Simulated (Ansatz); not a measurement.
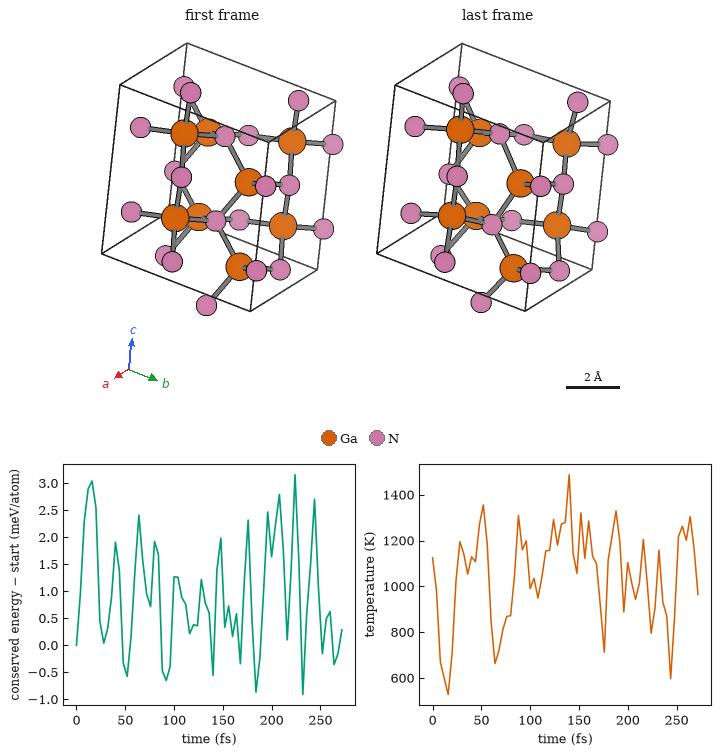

A Born-Oppenheimer molecular dynamics run of a 16-atom cell of GaN (set up in P6_3mc), 272 fs long. A ball-and-stick model of the reduced simulation cell, seen slightly off an axis. Bonds to atoms that aren't drawn are left out. Lengths and directions refer to the drawn axes.

Level of theory: DFT PBE, scalar-relativistic, plane waves, PAW (Ansatz 0.2.0). Set-up: plane-wave cutoff 420 eV; k-point mesh 2 × 2 × 2; Fermi-Dirac smearing 0.103 eV; volume 1.04 times that of the relaxed crystal; Langevin thermostat and barostat (NPT); set temperature 1200 K; time step 4 fs; friction 0.02 per fs; target pressure 10 GPa.

Input file:
```yaml
crystal:
  lattice:
    - [-1.6109232801, -2.7902009682, -5.2339814801]
    - [-1.6109232801, -2.7902009682, 5.2339814801]
    - [-3.2218465602, 5.5804019364, 0.0]
  atoms:
    - { symbol: Ga, position: [0.3333333333, 0.3333333333, 0.1666666667] }
    - { symbol: Ga, position: [0.3333333333, 0.3333333333, 0.6666666667] }
    - { symbol: Ga, position: [0.8333333333, 0.8333333333, 0.1666666667] }
    - { symbol: Ga, position: [0.8333333333, 0.8333333333, 0.6666666667] }
    - { symbol: Ga, position: [0.9166666667, 0.4166666667, 0.8333333333] }
    - { symbol: Ga, position: [0.9166666667, 0.4166666667, 0.3333333333] }
    - { symbol: Ga, position: [0.4166666667, 0.9166666667, 0.8333333333] }
    - { symbol: Ga, position: [0.4166666667, 0.9166666667, 0.3333333333] }
    - { symbol: "N", position: [0.1458333333, 0.5208333333, 0.1666666667] }
    - { symbol: "N", position: [0.1458333333, 0.5208333333, 0.6666666667] }
    - { symbol: "N", position: [0.6458333333, 0.0208333333, 0.1666666667] }
    - { symbol: "N", position: [0.6458333333, 0.0208333333, 0.6666666667] }
    - { symbol: "N", position: [0.7291666667, 0.6041666667, 0.8333333333] }
    - { symbol: "N", position: [0.7291666667, 0.6041666667, 0.3333333333] }
    - { symbol: "N", position: [0.2291666667, 0.1041666667, 0.8333333333] }
    - { symbol: "N", position: [0.2291666667, 0.1041666667, 0.3333333333] }
basis:
  ecutwfc: 420
kpoints:
  mp_grid: { grid: [2, 2, 2], shift: [0.5, 0.5, 0.5] }
hamiltonian:
  xc: pbe
scf:
  occupations: { method: fermi_dirac, width: 0.1034 }
  lower_state_search: "off"
  convergence: { dr2_threshold: 1.0e-07 }
output:
  forces: true
  stress: true
md:
  timestep: 4.0
  n_steps: 68
  ensemble: npt_langevin
  temperature: 1200.0
  initial_velocities: maxwell_boltzmann
  seed: 8681
  friction: 0.02
  pressure: 10.0
```

Run as
```bash
ansatz run input.yaml --threads 4 --pin off --max-ram 5120MiB --backend cpu --events-out ev --progress --plain --runs-dir out
```

**How well is the energy conserved, and can the run be trusted?**

The conserved quantity stays between −0.91 and 3.2 meV per atom of its start. A straight-line fit has a slope that amounts to −0.31 meV per atom over 272 fs (0.2 % of the mean kinetic energy), and the ripple about it is 3.8 % of the kinetic energy's fluctuation. With a drift under 2 % and a ripple under 7 %, the integration is accurate. The time step of 4 fs is long for the fastest vibrations here (lightest element nitrogen). Over the second half the temperature averages 1081 K (spread ±190 K). The potential energy in the second half lies on average 122 meV per atom above the first frame. The mean pressure there is 7.1 GPa. The volume ends −0.8 % from the start.

Cost: 4.7 min on 4 threads of Arm Neoverse N1, on a shared host, peak memory 0.71 GiB.
